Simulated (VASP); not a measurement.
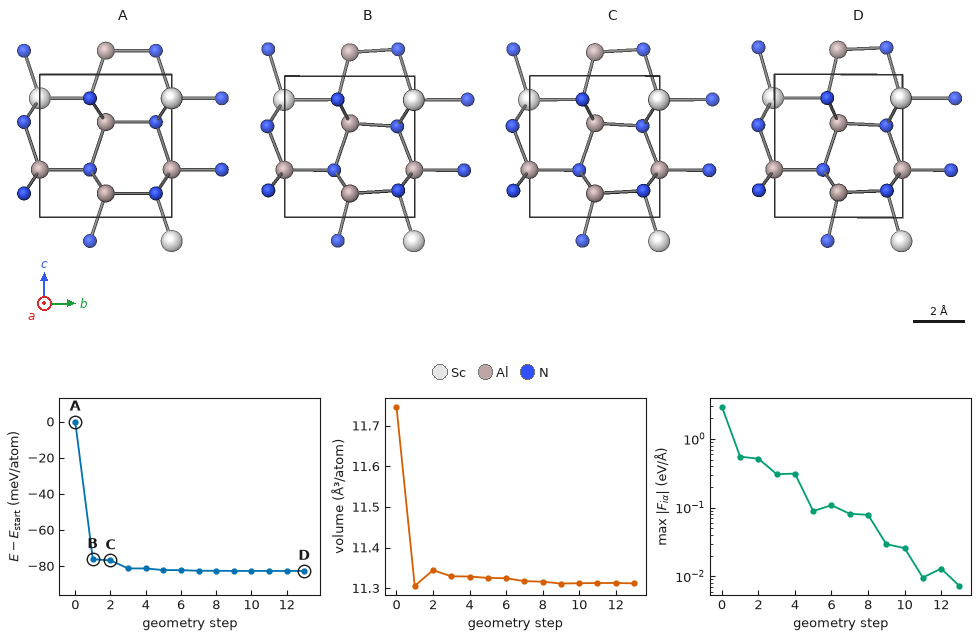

Frames of a relaxation of a crystal of ScAl₃N₄ (a generated structure, set up in Pm), marked on the history of the run. Style: ball-and-stick. Shown: the cell of the calculation, along the a axis.

The run lets cell and atoms move.

Level of theory: Kohn-Sham DFT of a periodic cell, PBEsol, VASP PAW PBE potentials, recommended (VASP 6.6.1).

Input file:
```
PREC     = Accurate       # precision mode
ENCUT    = 600            # plane-wave cutoff, eV
EDIFF    = 1E-6           # SCF threshold, eV
ISMEAR   = 0              # smearing method
SIGMA    = 0.03           # smearing width, eV
LREAL    = F              # projectors in reciprocal space
LASPH    = T              # aspherical terms in the spheres
NELM     = 80             # most SCF steps
ALGO     = Normal         # electronic algorithm
ISIF     = 3              # what is computed and relaxed
LWAVE    = F              # write WAVECAR
LCHARG   = F              # write CHGCAR
GGA      = PS             # functional
IBRION   = 2              # ionic algorithm
NSW      = 90             # ionic steps
EDIFFG   = -0.01          # ionic threshold
KPAR     = 4
```

Command:
```bash
cat potpaw_PBE.64/Sc_sv/POTCAR potpaw_PBE.64/Al/POTCAR potpaw_PBE.64/N/POTCAR > POTCAR
mpirun -np 4 vasp_std > vasp.out
```

**Describe the path.**

After 13 geometry steps the energy has fallen by 82.7 meV per atom. The largest force component goes from 2.9 to 0.0073 eV/Å. Pressure: −3.58 GPa at the start and 0.00 GPa at the end. An N atom moves most relative to the cell: 0.16 Å along +b. Largest moves by element: N 0.16 Å, Sc 0.06 Å, Al 0.04 Å. Cell: a 3.237 → 3.205 Å (−1.0 %), b 5.179 → 5.028 Å (−2.9 %), c 5.606 → 5.616 Å (+0.2 %), α 90.0° → 90.3°. Volume −3.7 %. Among the contacts that change: N–Sc 1.968 → 2.130 Å, Al–N 1.969 → 1.852 Å, N–Sc 1.969 → 2.068 Å, Al–N 1.968 → 1.879 Å. Among the angles between lasting bonds that change: Al–N–Al 110.5° → 116.5°, Sc–N–Al 108.4° → 102.8°, N–Sc–N 110.5° → 115.6°. The space group stays Pm (No. 6). From step 0 to 1: an N atom moves most (0.15 Å), volume −3.8 %, energy −76.2 meV per atom. From step 1 to 2: volume +0.3 %, energy −0.7 meV per atom. From step 2 to 13: the Sc atom moves most (0.04 Å), volume −0.3 %, energy −5.8 meV per atom.
